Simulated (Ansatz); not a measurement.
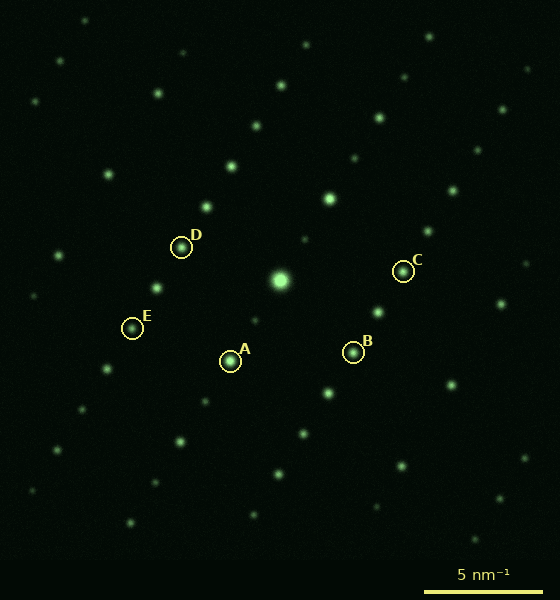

The pattern is a kinematic simulation for 200 kV electrons (no multiple scattering; isotropic B = 1 Å²). The zone axis points towards the electron source and the pattern is seen from the source side.

Pt, space group Fmmm (No. 69), a = 2.69 Å, b = 4.70 Å, c = 9.89 Å. Structure: the end point of a relaxation with DFT PBEsol, scalar-relativistic, plane waves, PAW (Ansatz 0.2.0); the starting structure was generated, so it need not be a known form of this composition.

| atom | site | symmetry | x | y | z |
| --- | --- | --- | --- | --- | --- |
| Pt | 8i | mm2 | 0.5000 | 0.0000 | 0.6307 |

Spot A is indexed 0 0 -4 and spot B -1 1 -1.

### Index the other marked spots.

C = −A + B = -1 1 3 (d = 1.906 Å). D = (1/2)A − B = 1 -1 -1 (d = 2.274 Å). E = (3/2)A − B = 1 -1 -5 (d = 1.510 Å).

### Find the zone axis.

The cross product of A and B is parallel to [110]; every spot obeys hu + kv + lw = 0.

### What are the spacings of A and B and the angle between them?

d(A) = 2.473 Å, d(B) = 2.274 Å, and the angle is 76.7°.
